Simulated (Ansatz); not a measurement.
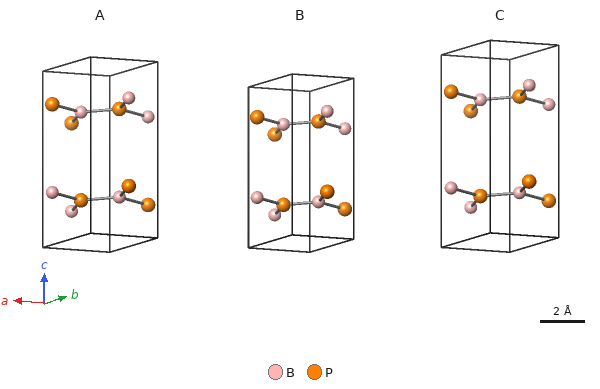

3 geometries from one relaxation of a crystal of BP (a generated structure, set up in P6_3/mmc) (coarse preliminary run), in shuffled order. The picture is a ball-and-stick view of the cell of the calculation, seen from a free direction.

The calculation used DFT PBE, scalar-relativistic, plane waves, PAW (Ansatz 0.2.0). (plane-wave cutoff 420 eV; k-point mesh 6 × 6 × 2; occupations gaussian; smearing width 0.1 eV; no spin polarisation; cell and atoms relaxed; force threshold 0.04 eV/Å; at most 70 steps)

Question: Put them in the order of the run, from the start to the converged end.

Answer: B, A, C. They are steps 0, 2, 9, at +734 meV per atom, +32.3 meV per atom relative to the last. No atom moves by more than 0.005 Å relative to the cell. Cell: a = b 2.886 → 3.216 Å (+11.4 %), c 7.665 → 9.176 Å (+19.7 %). Volume +48.6 %. Near-neighbour distances that change, for instance: P–P 2.886 → 3.216 Å, B–P 1.666 → 1.857 Å. The space group stays P6_3/mmc (No. 194). Over 7 accepted moves (9 points after the start) the energy falls by 734 meV per atom. All forces vanish by symmetry, so only the cell relaxes. The pressure goes from 56.70 to −0.02 GPa. The SCF was repeated twice at an unchanged geometry on a basis and grid sized afresh for the cell, which shifted the energy by 11.9 meV per atom at most. The run took 16 s on 1 thread of Intel(R) Xeon(R) Platinum 8259CL CPU @ 2.50GHz (Skylake/Cascade Lake), with other jobs on the host, peak memory 0.39 GiB.
